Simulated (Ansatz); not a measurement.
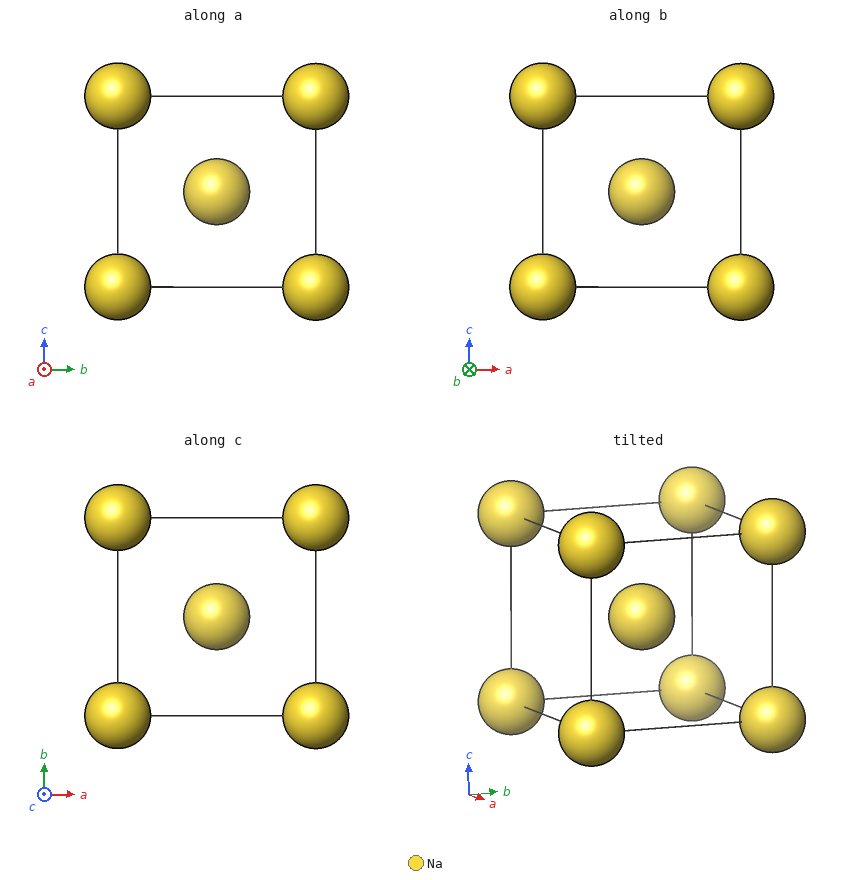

Drawn in the spheres-only manner and seen along the a axis, along the b axis, along the c axis and slightly off an axis. The lines enclose the unit cell; boundary atoms appear with their images.

Lattice parameters: a = 4.2457 Å, b = 4.2457 Å, c = 4.0933 Å, α = 90.118°, β = 90.118°, γ = 90.025°.

Turn the picture into a CIF in P1 with every atom of the cell.

```cif
data_structure
_symmetry_space_group_name_H-M 'P 1'
_symmetry_Int_Tables_number 1
_cell_length_a 4.2457
_cell_length_b 4.2457
_cell_length_c 4.0933
_cell_angle_alpha 90.118
_cell_angle_beta 90.118
_cell_angle_gamma 90.025
_cell_volume 73.78
loop_
_atom_site_label
_atom_site_type_symbol
_atom_site_fract_x
_atom_site_fract_y
_atom_site_fract_z
_atom_site_occupancy
Na1 Na 0.0002 0.0002 0.0002 1
Na2 Na 0.4998 0.4998 0.4998 1
```

It derives from a structure type filled with this element by a generator (whether the element takes this form wasn't checked). The picture shows the end point of a geometry optimisation with DFT PBE, scalar-relativistic, plane waves, PAW (Ansatz 0.2.0).
